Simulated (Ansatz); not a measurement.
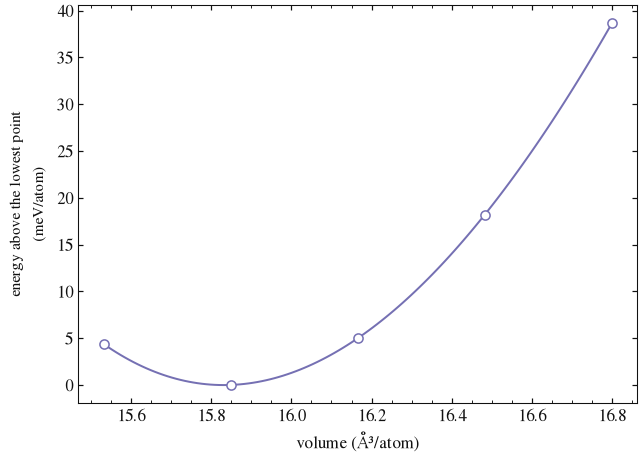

The figure shows the energy above the lowest point against volume for Pt, space group Im-3m (No. 229) (one of a set of cubic test structures, which need not be the stable phase).

Method: equation of state of a cubic crystal from periodic Kohn-Sham density functional theory without spin, third-order Birch-Murnaghan fit to the free energies; pressure corrected for the finite basis (Ansatz 0.2.0 development build). Level: PBE.

structure type bcc; atoms in cell 1; space group number 229; lattice centring body-centred primitive; k mesh 24×24×24; occupation method Fermi–Dirac; occupation width 0.06123 eV; wave cutoff 700 eV; datasets soft-1 PAW; density tolerance 1e−09 eV; bands 13; density cutoff ratio 4; search for lower states default.

From this curve and the settings, what does the calculation give for the pressure at the same points?

The pressure falls from 4.8 GPa at volume 15.53 Å³/atom to −12.0 GPa at 16.80 Å³/atom, and changes sign near 15.83 Å³/atom.

```json
{"volume (Å³/atom)": "15.53", "pressure (GPa)": "4.8"}
{"volume (Å³/atom)": "15.85", "pressure (GPa)": "-0.3"}
{"volume (Å³/atom)": "16.17", "pressure (GPa)": "-4.7"}
{"volume (Å³/atom)": "16.48", "pressure (GPa)": "-8.6"}
{"volume (Å³/atom)": "16.80", "pressure (GPa)": "-12.0"}
```

Keep in mind: cubic model structure, not the ambient form.
